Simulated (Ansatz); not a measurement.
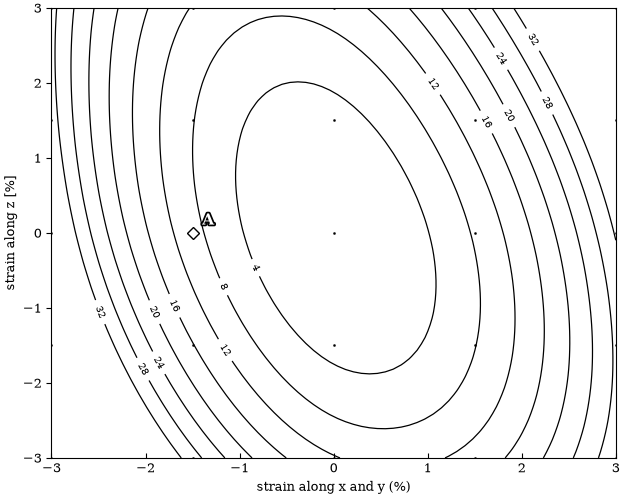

SiNi2 (P6_3/mmc, No. 194; 6 atoms in the cell). 
- The cell is strained homogeneously, by one strain along x and y and another along z, with fractional coordinates fixed (x along [1 0 0], z along [0 0 1] of the conventional cell).
- Coordinates scanned: (1) strain along x and y; (2) strain along z.
- The grid has 5 × 5 points.
- Points are written as (first, second).
- Energies: meV/atom, counted from the lowest grid point.
- The runs have no spin polarisation; a magnetic state may lie lower.
- The calculation used DFT PBEsol, scalar-relativistic, plane waves, PAW in Ansatz 0.2.0. Settings: cutoff 420 eV, k-mesh 12×12×10 in the order of the run's cell vectors, gaussian smearing 0.15 eV, no spin polarisation.

In the figure: contour lines labelled in meV/atom (none above 32), dots at the grid points, the point A. Between grid points the surface is interpolated.

Is A at rest? If not, where is it pushed?

A, at (−1.5 %, 0.0 %), is not a stationary point. The computed force is 13 meV/atom for each 1 % towards larger values of strain along x and y and 2.6 meV/atom for each 1 % towards larger values of strain along z.
